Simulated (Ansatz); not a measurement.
Consider Si (cell with a defect).

The calculation's input:

```
crystal:
  lattice:
    - [10.86, 0.0, 0.0]
    - [0.0, 10.86, 0.0]
    - [0.0, 0.0, 10.86]
  atoms:
    - { symbol: Si, position: [0.5, 0.0, 0.0] }
    - { symbol: Si, position: [0.625, 0.125, 0.125] }
    - { symbol: Si, position: [0.75, 0.25, 0.0] }
    - { symbol: Si, position: [1.0, 0.5, 0.0] }
    - { symbol: Si, position: [0.75, 0.0, 0.25] }
    - { symbol: Si, position: [0.875, 0.125, 0.375] }
    - { symbol: Si, position: [0.0, 0.0, 0.0] }
    - { symbol: Si, position: [0.125, 0.125, 0.125] }
    - { symbol: Si, position: [0.25, 0.25, 0.0] }
    - { symbol: Si, position: [0.375, 0.375, 0.125] }
    - { symbol: Si, position: [0.5, 0.5, 0.0] }
    - { symbol: Si, position: [0.625, 0.625, 0.125] }
    - { symbol: Si, position: [0.75, 0.75, 0.0] }
    - { symbol: Si, position: [0.875, 0.875, 0.125] }
    - { symbol: Si, position: [0.25, 0.0, 0.25] }
    - { symbol: Si, position: [0.375, 0.125, 0.375] }
    - { symbol: Si, position: [0.5, 0.25, 0.25] }
    - { symbol: Si, position: [0.625, 0.375, 0.375] }
    - { symbol: Si, position: [0.75, 0.5, 0.25] }
    - { symbol: Si, position: [0.875, 0.625, 0.375] }
    - { symbol: Si, position: [0.5, 0.0, 0.5] }
    - { symbol: Si, position: [0.625, 0.125, 0.625] }
    - { symbol: Si, position: [0.75, 0.25, 0.5] }
    - { symbol: Si, position: [0.875, 0.375, 0.625] }
    - { symbol: Si, position: [0.75, 0.0, 0.75] }
    - { symbol: Si, position: [0.875, 0.125, 0.875] }
    - { symbol: Si, position: [0.125, 0.625, 0.125] }
    - { symbol: Si, position: [0.25, 0.75, 0.0] }
    - { symbol: Si, position: [0.375, 0.875, 0.125] }
    - { symbol: Si, position: [0.0, 0.25, 0.25] }
    - { symbol: Si, position: [0.125, 0.375, 0.375] }
    - { symbol: Si, position: [0.25, 0.5, 0.25] }
    - { symbol: Si, position: [0.375, 0.625, 0.375] }
    - { symbol: Si, position: [0.5, 0.75, 0.25] }
    - { symbol: Si, position: [0.625, 0.875, 0.375] }
    - { symbol: Si, position: [0.0, 0.0, 0.5] }
    - { symbol: Si, position: [0.125, 0.125, 0.625] }
    - { symbol: Si, position: [0.25, 0.25, 0.5] }
    - { symbol: Si, position: [0.375, 0.375, 0.625] }
    - { symbol: Si, position: [0.5, 0.5, 0.5] }
    - { symbol: Si, position: [0.625, 0.625, 0.625] }
    - { symbol: Si, position: [0.75, 0.75, 0.5] }
    - { symbol: Si, position: [0.875, 0.875, 0.625] }
    - { symbol: Si, position: [0.25, 0.0, 0.75] }
    - { symbol: Si, position: [0.375, 0.125, 0.875] }
    - { symbol: Si, position: [0.5, 0.25, 0.75] }
    - { symbol: Si, position: [0.625, 0.375, 0.875] }
    - { symbol: Si, position: [0.75, 0.5, 0.75] }
    - { symbol: Si, position: [0.875, 0.625, 0.875] }
    - { symbol: Si, position: [0.0, 0.75, 0.25] }
    - { symbol: Si, position: [0.125, 0.875, 0.375] }
    - { symbol: Si, position: [0.0, 0.5, 0.5] }
    - { symbol: Si, position: [0.125, 0.625, 0.625] }
    - { symbol: Si, position: [0.25, 0.75, 0.5] }
    - { symbol: Si, position: [0.375, 0.875, 0.625] }
    - { symbol: Si, position: [0.0, 0.25, 0.75] }
    - { symbol: Si, position: [0.125, 0.375, 0.875] }
    - { symbol: Si, position: [0.25, 0.5, 0.75] }
    - { symbol: Si, position: [0.375, 0.625, 0.875] }
    - { symbol: Si, position: [0.5, 0.75, 0.75] }
    - { symbol: Si, position: [0.625, 0.875, 0.875] }
    - { symbol: Si, position: [0.0, 0.75, 0.75] }
    - { symbol: Si, position: [0.125, 0.875, 0.875] }
basis:
  ecutwfc: 420.0
kpoints:
  mp_grid: { grid: [1, 1, 1] }
hamiltonian:
  xc: pbe
  pseudopotentials: { kind: paw, azcp: { folder: soft_1 } }
scf:
  occupations: { method: gaussian, width: 0.05 }
  lower_state_search: "off"
relax:
  f_tol: 0.03
  max_steps: 60
  adjacent_minimum: "off"
output:
  write_density: true
  write_potential: true
  elf: true
  volumetric_format: npy
```

Command:

```sh
ansatz run input.yaml --threads 4 --pin off --max-ram 10240MiB --backend cpu --events-out ev --progress --plain --runs-dir out
```

The fields are those of the relaxed geometry.

PAW files of the earlier set (soft_1).

These are results of DFT PBE, scalar-relativistic, plane waves, PAW (Ansatz), not measurements.

Q: What will maps of the valence pseudo-density and electron localisation function show?

A: Si–Si (2.35 Å): ρ at the midpoint is about 0.58 e/Å³; the ELF peaks at about 0.95 between the atoms.

Q: Does the calculation give a band gap?

A: It is gapless in this calculation (a metal or semimetal).

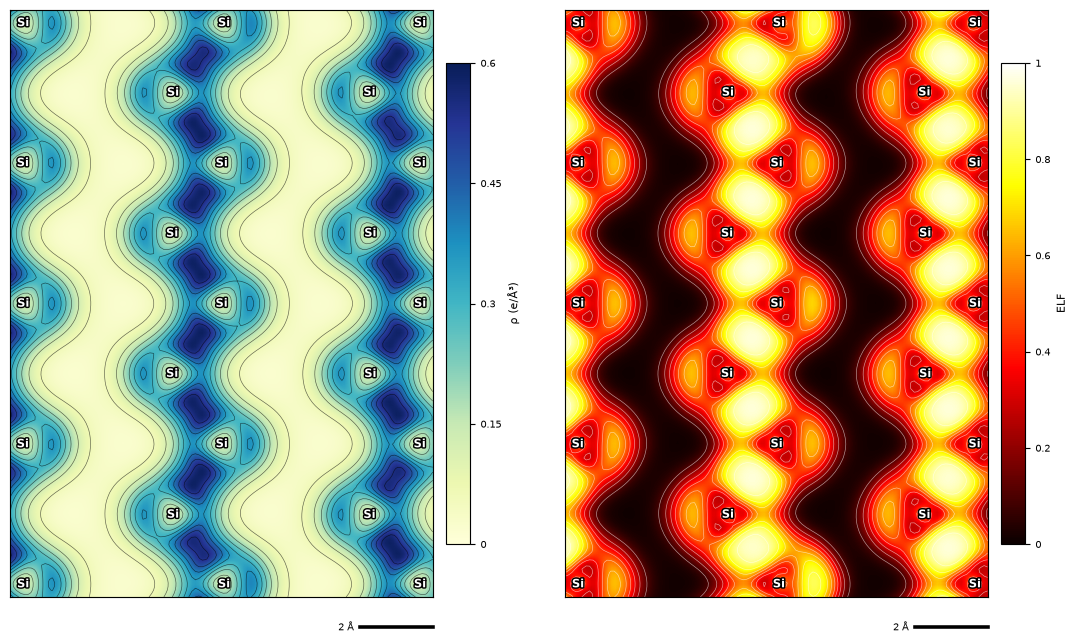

Computed valence pseudo-density and electron localisation function on the (110) plane of the calculation cell, in this order. 

Core electrons are frozen (PAW), and the valence fields are smoothed inside the atomic spheres.
